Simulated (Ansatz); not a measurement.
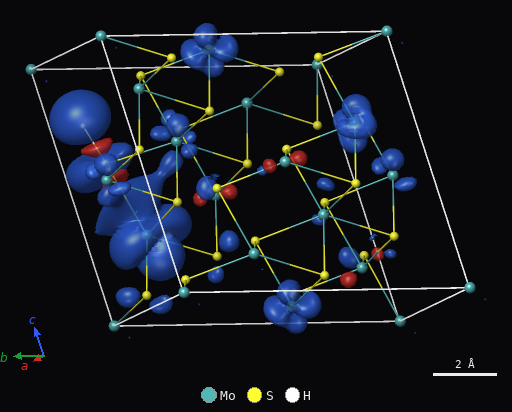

Figure 1: Mo12HS24 (cell with a defect). Isosurfaces of the spin density at +0.008 (blue) and −0.008 e/Å³ (red), seen at an oblique angle. Sticks mark near contacts.

Spin-polarised.

The calculation used DFT PBE+D3(BJ), scalar-relativistic, plane waves, PAW (Ansatz 0.2.0).

Core electrons are frozen (PAW), and the valence fields are smoothed inside the atomic spheres.

Where is the spin, and how is it ordered?

The spin density sits on Mo: +0.4 μB in one cell of 37 atoms, with smaller moments on other sites: H (up to +0.07 μB): with much of the spin spread outside that site. The cell of the calculation (37 atoms) carries 1.0 μB of net spin moment.
